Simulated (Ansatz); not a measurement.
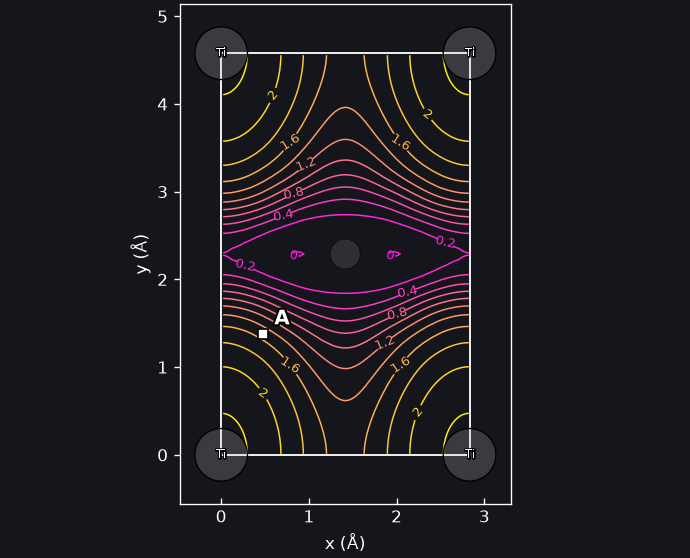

Si on a Ti(100) slab cut from the P6/mmm phase, its upper half relaxed before the scan (6 atoms of substrate and one adsorbate in a 1 × 1 cell). Si is moved over the surface cell; relaxed at each place: the height of the adsorbate's atoms; substrate rigid; the origin of the map has the adsorbate above Ti6. Places are given modulo a cell vector. The map is drawn in real space over the plane of the surface. The scan uses a 6 × 10 grid; 24 points were computed and 36 follow by symmetry. Energies are in eV, from the lowest grid point. With one adsorbate in each 1 × 1 cell, its nearest image is 2.8 Å away, so neighbouring adsorbates interact. Computed with Ansatz 0.2.0, DFT PBE, scalar-relativistic, plane waves, PAW. Settings: cutoff 420 eV, k-mesh 9×6×1, gaussian smearing 0.1 eV, no spin polarisation.

Drawn: contour lines labelled in eV, labelled circles for the atoms of the top layer and small ones for the second layer, the outline of one cell of the plane, the point A. Between grid points the surface is interpolated.

Is A at rest? If not, where is it pushed?

Answer. A, at (1/6, 3/10) of the cell vectors, is not a stationary point. The computed force is 1.4 eV/Å in the plane, pointing up and right in the picture (components 0.7 and 1.2 eV/Å).

PAW datasets: the set soft_1.
